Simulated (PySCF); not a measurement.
# Ccsd calculation, with input and output: SiC

SiC (2 atoms in the cell), computed with Hartree-Fock of a periodic cell in Gaussian orbitals, HF, gth-dzv/gth-hf-rev, CCSD, no spin polarisation (PySCF 2.14.0).

The structure derives from an entry of the Crystallography Open Database.

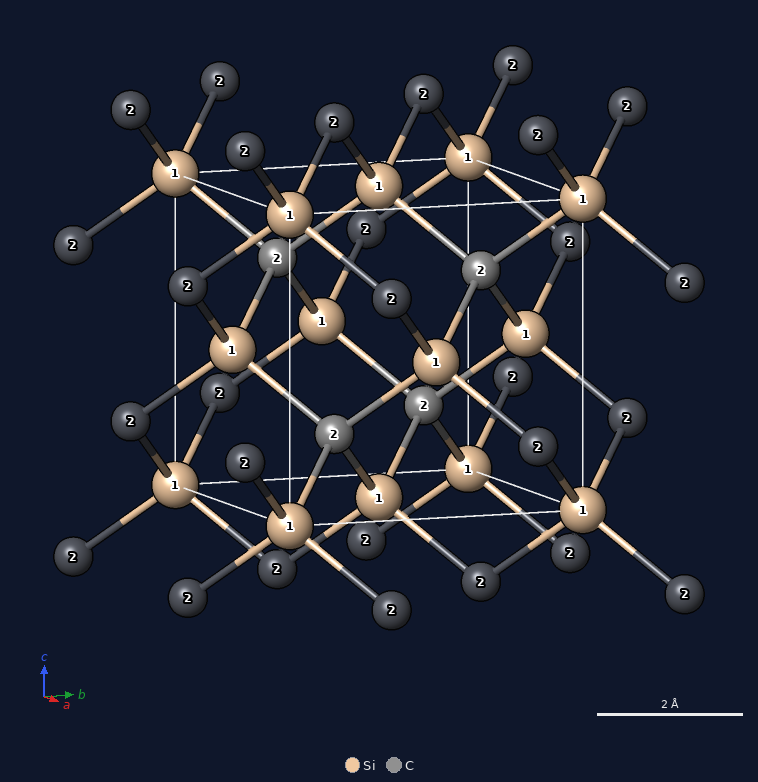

Fig. 1: The input geometry (ball-and-stick view of the cell 4 times as large as that of the calculation, set on its symmetry axes, seen slightly off an axis; neighbours outside the cell are drawn fainter; atoms are numbered from 1 in the order of the input). An atom can appear more than once, as a periodic image. Near neighbours in the periodic cell (some may lie outside the picture): Si has 4 C at 1.89 Å; C has 4 Si at 1.89 Å.

**Input**
```python
import json
import numpy as np
from pyscf.pbc import gto, scf, dft, df
from pyscf.pbc.tools import pyscf_ase
from ase.spacegroup import crystal

atoms = crystal(['Si', 'C'], [[0.0, 0.0, 0.0], [0.25, 0.25, 0.25]],
                spacegroup=216, setting=1, cellpar=[4.358, 4.358, 4.358, 90.0, 90.0, 90.0], primitive_cell=True)  # F-43m: Si 4a, C 4c
cell = pyscf_ase.cell_from_ase(atoms)
cell.basis = 'gth-dzv'
cell.pseudo = 'gth-hf-rev'
cell.ke_cutoff = 130  # hartree
cell.exp_to_discard = 0.02
cell.precision = 1e-08
cell.max_memory = 5040  # MB
cell.verbose = 4
cell.build()

res = {}
kpts = cell.make_kpts([2, 2, 2])
mf = scf.KRHF(cell, kpts, exxdiv='ewald')
mf = mf.density_fit()
mf.with_df._cderi = 'cderi.h5'  # three-centre integrals saved by an earlier run on this cell, basis and mesh
mf.conv_tol = 1e-08
mf.max_cycle = 60

mf.kernel()
res.update(converged=bool(mf.converged), e_tot=mf.e_tot, nelec=cell.nelectron, nao=cell.nao, mesh=list(map(int, cell.mesh)), a=cell.lattice_vectors().tolist(), coords=cell.atom_coords().tolist(),
           mo_energy=[np.real(x).tolist() for x in mf.mo_energy], mo_occ=[np.real(x).tolist() for x in mf.mo_occ])
import h5py
print('fit functions by k pair:', sorted({v['0'].shape[0] for v in h5py.File(mf.with_df._cderi)['j3c'].values()}))
res.update(kpts=cell.get_scaled_kpts(kpts).tolist())
res['parts'] = {k: float(np.real(v)) for k, v in mf.scf_summary.items() if np.isscalar(v)}
json.dump(res, open('results.json', 'w'))
if not mf.converged:
    raise SystemExit('SCF not converged')

print('levels (eV)')
for i, kp in enumerate(res['kpts'][:40]):
    print('k %7.4f %7.4f %7.4f  ' % tuple(kp), ' '.join('%.3f' % (x * 27.211386) for x in res['mo_energy'][i][:9]))

# Mulliken populations
dm, s = np.asarray(mf.make_rdm1()), np.asarray(mf.get_ovlp())
sites = cell.aoslice_by_atom()[:, 2:]
tot = np.einsum('kij,kji->i', dm, s).real / len(kpts)
res['mulliken'] = [cell.atom_charge(i) - tot[a0:a1].sum() for i, (a0, a1) in enumerate(sites)]
print('Mulliken charges', np.round(res['mulliken'], 5))

from pyscf.pbc import cc
mycc = cc.KRCCSD(mf)
mycc.max_cycle = 50
mycc.conv_tol = 1e-6
mycc.keep_exxdiv = False
eris = mycc.ao2mo()
mycc.kernel(eris=eris)
res.update(e_corr=mycc.e_corr, e_mp2=float(np.real(mycc.emp2)), post_converged=bool(mycc.converged))
json.dump(res, open('results.json', 'w'))
res['done'] = True
json.dump(res, open('results.json', 'w'))
```

Hardware: 4 threads of Arm Neoverse V1, 24 GiB of memory available, shared host.

Launched with:
```bash
OMP_NUM_THREADS=4 python -u run.py > log
```

**Output**
```
Discarded 0 diffused primitive functions, 0 contracted functions

PySCF version 2.14.0

[INPUT] verbose = 4
[INPUT] num. atoms = 2
[INPUT] num. electrons = 8
[INPUT] charge = 0
[INPUT] spin (= nelec alpha-beta = 2S) = 0
[INPUT] symmetry False subgroup None
[INPUT] Mole.unit = angstrom
[INPUT] Symbol           X                Y                Z      unit          X                Y                Z       unit  Magmom
[INPUT]  1 Si     0.000000000000   0.000000000000   0.000000000000 AA    0.000000000000   0.000000000000   0.000000000000 Bohr   0.0
[INPUT]  2 C      1.089500000000   1.089500000000   1.089500000000 AA    2.058856612714   2.058856612714   2.058856612714 Bohr   0.0

nuclear repulsion = -10.4656108849501
number of shells = 4
number of NR pGTOs = 32
number of NR cGTOs = 16
basis = gth-dzv
ecp = {}
lattice vectors  a1 [0.000000000, 4.117713225, 4.117713225]
                 a2 [4.117713225, 0.000000000, 4.117713225]
                 a3 [4.117713225, 4.117713225, 0.000000000]
dimension = 3
low_dim_ft_type = None
Cell volume = 139.636
exp_to_discard = 0.02
rcut = 31.212176121645076 (nimgs = [7 7 7])
precision = 1e-08
pseudo = gth-hf-rev
ke_cutoff = 130
    = [31 31 31] mesh (29791 PWs)

******** <class 'pyscf.pbc.scf.khf.KRHF'> ********
method = KRHF
initial guess = minao
damping factor = 0
level_shift factor = 0
DIIS = <class 'pyscf.scf.diis.CDIIS'>
diis_start_cycle = 1
diis_space = 8
diis_damp = 0
SCF conv_tol = 1e-08
SCF conv_tol_grad = None
SCF max_cycles = 60
direct_scf = True
direct_scf_tol = 1e-13

******** PBC SCF flags ********
N kpts = 8
Exchange divergence treatment (exxdiv) = ewald
    madelung (= occupied orbital energy shift) = 0.27836215291790134
    Total energy shift due to Ewald probe charge = -1/2 * Nelec*madelung = -1.11344861167
DF object = <pyscf.pbc.df.df.GDF object>
Set gradient conv threshold to 0.0001

******** <class 'pyscf.pbc.df.rsdf_builder._RSNucBuilder'> ********
mesh = [9 9 9] (729 PWs)
ke_cutoff = 9.313384510102091
omega = 0.39697079935004675
exclude_d_aux = False
exclude_dd_block = True
j2c_eig_always = False
has_long_range = True
init E= -10.3033579745823
  HOMO = 0.42885311914  LUMO = 0.530973390962  gap/eV = 2.77883
cycle= 1 E= -9.19711012924434  delta_E= 1.11  |g|= 0.923  |ddm|=  166
  HOMO = 0.280660647868  LUMO = 0.620765210817  gap/eV = 9.25472
cycle= 2 E= -9.22390190886459  delta_E= -0.0268  |g|= 0.268  |ddm|=  170
  HOMO = 0.247098201424  LUMO = 0.623339607543  gap/eV = 10.23805
cycle= 3 E= -9.22652010291472  delta_E= -0.00262  |g|= 0.0442  |ddm|= 9.79
  HOMO = 0.249121017521  LUMO = 0.624732926254  gap/eV = 10.22092
cycle= 4 E= -9.22666081371962  delta_E= -0.000141  |g|= 0.00712  |ddm|= 13.4
  HOMO = 0.249175670182  LUMO = 0.624816408895  gap/eV = 10.22171
cycle= 5 E= -9.22666881680178  delta_E= -8e-06  |g|= 0.00111  |ddm|= 2.83
  HOMO = 0.249075876143  LUMO = 0.624815082729  gap/eV = 10.22438
cycle= 6 E= -9.22666901276727  delta_E= -1.96e-07  |g|= 0.000119  |ddm|= 0.411
  HOMO = 0.249089119939  LUMO = 0.624813592384  gap/eV = 10.22398
cycle= 7 E= -9.22666901435564  delta_E= -1.59e-09  |g|= 1.62e-05  |ddm|= 0.0251
  HOMO = 0.249087128836  LUMO = 0.624813819154  gap/eV = 10.22404
Extra cycle  E= -9.22666901438269  delta_E= -2.71e-11  |g|= 5.65e-06  |ddm|= 0.00371
converged SCF energy = -9.22666901438269
fit functions by k pair: [99]
levels (eV)
k  0.0000  0.0000  0.0000   -14.463 6.778 6.778 6.778 22.882 23.158 23.158 23.158 37.776
k -0.0000 -0.0000  0.5000   -9.702 -4.444 5.163 5.163 21.905 23.630 23.630 27.209 36.134
k  0.0000  0.5000 -0.0000   -9.702 -4.444 5.163 5.163 21.905 23.630 23.630 27.209 36.134
k  0.0000  0.5000  0.5000   -7.718 -3.684 2.187 2.187 17.002 20.366 32.671 32.671 34.676
k  0.5000  0.0000  0.0000   -9.702 -4.444 5.163 5.163 21.905 23.630 23.630 27.209 36.134
k  0.5000  0.0000  0.5000   -7.718 -3.684 2.187 2.187 17.002 20.366 32.671 32.671 34.676
k  0.5000  0.5000  0.0000   -7.718 -3.684 2.187 2.187 17.002 20.366 32.671 32.671 34.676
k  0.5000  0.5000  0.5000   -9.702 -4.444 5.163 5.163 21.905 23.630 23.630 27.209 36.134
Mulliken charges [ 3.09599 -3.09599]

******** <class 'pyscf.pbc.df.rsdf_builder._RSNucBuilder'> ********
mesh = [9 9 9] (729 PWs)
ke_cutoff = 9.313384510102091
omega = 0.39697079935004675
exclude_d_aux = False
exclude_dd_block = True
j2c_eig_always = False
has_long_range = True
using incore ERI storage

******** <class 'pyscf.pbc.cc.kccsd_rhf.RCCSD'> ********
CC2 = 0
CCSD nocc = 4, nmo = 16
max_cycle = 50
direct = 1
conv_tol = 1e-06
conv_tol_normt = 1e-05
diis_space = 6
diis_start_cycle = 0
diis_start_energy_diff = 1e+09
Init t2, MP2 energy (with fock eigenvalue shift) = -0.127442750685275
Init E_corr(RCCSD) = -0.127442750685275
cycle = 1  E_corr(RCCSD) = -0.132552758690346  dE = -0.00511000801  norm(t1,t2) = 0.112384
cycle = 2  E_corr(RCCSD) = -0.136214985323757  dE = -0.00366222663  norm(t1,t2) = 0.044414
cycle = 3  E_corr(RCCSD) = -0.137924536035659  dE = -0.00170955071  norm(t1,t2) = 0.0198587
cycle = 4  E_corr(RCCSD) = -0.138115303797281  dE = -0.000190767762  norm(t1,t2) = 0.00357694
cycle = 5  E_corr(RCCSD) = -0.138074831872685  dE = 4.04719246e-05  norm(t1,t2) = 0.00122899
cycle = 6  E_corr(RCCSD) = -0.138076296362055  dE = -1.46448937e-06  norm(t1,t2) = 0.00030085
cycle = 7  E_corr(RCCSD) = -0.138077357943687  dE = -1.06158163e-06  norm(t1,t2) = 8.59454e-05
cycle = 8  E_corr(RCCSD) = -0.138076903813394  dE = 4.54130293e-07  norm(t1,t2) = 3.19634e-05
cycle = 9  E_corr(RCCSD) = -0.138077011066465  dE = -1.07253071e-07  norm(t1,t2) = 1.1891e-05
cycle = 10  E_corr(RCCSD) = -0.138076989600055  dE = 2.14664105e-08  norm(t1,t2) = 3.55125e-06
```

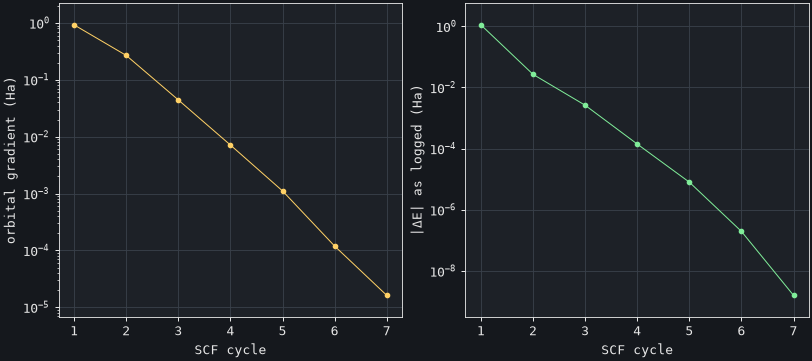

Fig. 2: Convergence of the self-consistent field: orbital gradient and size of the energy change against the SCF cycle. The residual falls at every step.

```
RCCSD converged
E(RCCSD) = -9.364746003982747  E_corr = -0.1380769896000546
```

**Summary**

| quantity | value |
| --- | --- |
| outcome | converged |
| space group (tolerance 0.01 Å) | F-43m (216) |
| electrons treated | 8 |
| free energy | −251.0705 eV |
| total energy | −251.0705 eV |
| CCSD correlation | −3.7573 eV |
| Fermi energy | 6.778 eV |
| gap on the k-point mesh | 10.22 eV |
| wall time | 45 s (CPU time 2 min) |
| peak memory | 0.86 GiB |

**Remarks**

Points of doubt noted for this run: coarse mesh; mesh coarse for exact exchange; small mesh and basis. So coarse a mesh can miss the band edges, so the true gap of this method can be much smaller, or zero. The k-point mesh is coarse for a cell of this size, so the results may not be converged.
